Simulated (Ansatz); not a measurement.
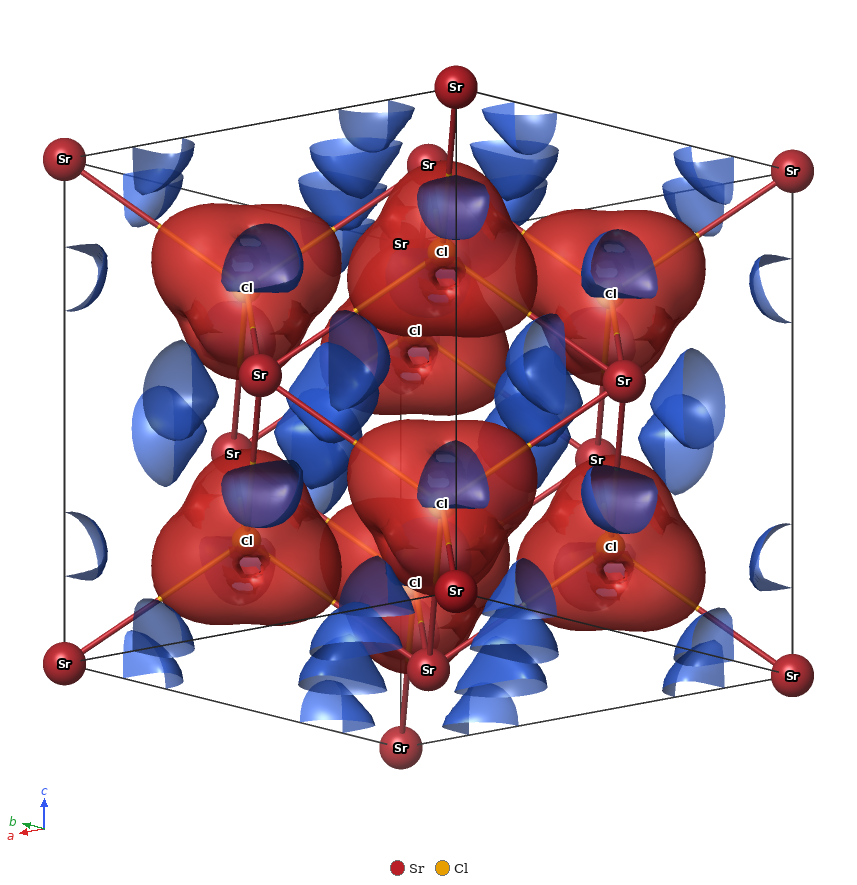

The picture shows: SrCl2. Deformation density (self-consistent density less superposed neutral spherical atoms): red surfaces at +0.02 and blue ones at −0.02 e/Å³, in the conventional cell seen at an oblique angle (the regions close to the nuclei are left out). Cores are masked to 1.0 Å (Sr) and 0.7 Å (Cl).

Space group Fm-3m.

All numbers below come from DFT PBE, scalar-relativistic, plane waves, PAW in Ansatz 0.2.0.

In a PAW calculation such maps are meaningful between the atoms, not at the nuclei.

```cif
data_structure
_symmetry_space_group_name_H-M 'P 1'
_symmetry_Int_Tables_number 1
_cell_length_a 6.9767
_cell_length_b 6.9767
_cell_length_c 6.9767
_cell_angle_alpha 90.000
_cell_angle_beta 90.000
_cell_angle_gamma 90.000
_cell_volume 339.59
loop_
_atom_site_label
_atom_site_type_symbol
_atom_site_fract_x
_atom_site_fract_y
_atom_site_fract_z
_atom_site_occupancy
Sr1 Sr 0.00000 0.00000 0.00000 1
Sr2 Sr 0.50000 0.50000 0.00000 1
Sr3 Sr 0.50000 0.00000 0.50000 1
Sr4 Sr 0.00000 0.50000 0.50000 1
Cl1 Cl 0.25000 0.25000 0.25000 1
Cl2 Cl 0.75000 0.75000 0.25000 1
Cl3 Cl 0.75000 0.25000 0.75000 1
Cl4 Cl 0.25000 0.75000 0.75000 1
Cl5 Cl 0.75000 0.25000 0.25000 1
Cl6 Cl 0.25000 0.75000 0.25000 1
Cl7 Cl 0.25000 0.25000 0.75000 1
Cl8 Cl 0.75000 0.75000 0.75000 1
```

Q: What does the deformation density say about the bonding?

A: Cl–Sr (3.02 Å): Δρ is +0.013 e/Å³ at the midpoint, so little or no bond charge builds up halfway.
Over the whole cell, outside the masked cores, the largest gain, 0.07 e/Å³, lies 0.9 Å from a chlorine nucleus, and the largest loss, 0.03 e/Å³, lies 1.6 Å from a strontium nucleus.
The rearranged charge, half the integral of |Δρ|, is about 0.20 e an atom.
Bader charges: Sr +1.62 and Cl −0.81 e.

Q: Metal or insulator at this level?

A: It is gapped, with a Kohn–Sham gap of 5.3 eV on the k-point mesh.
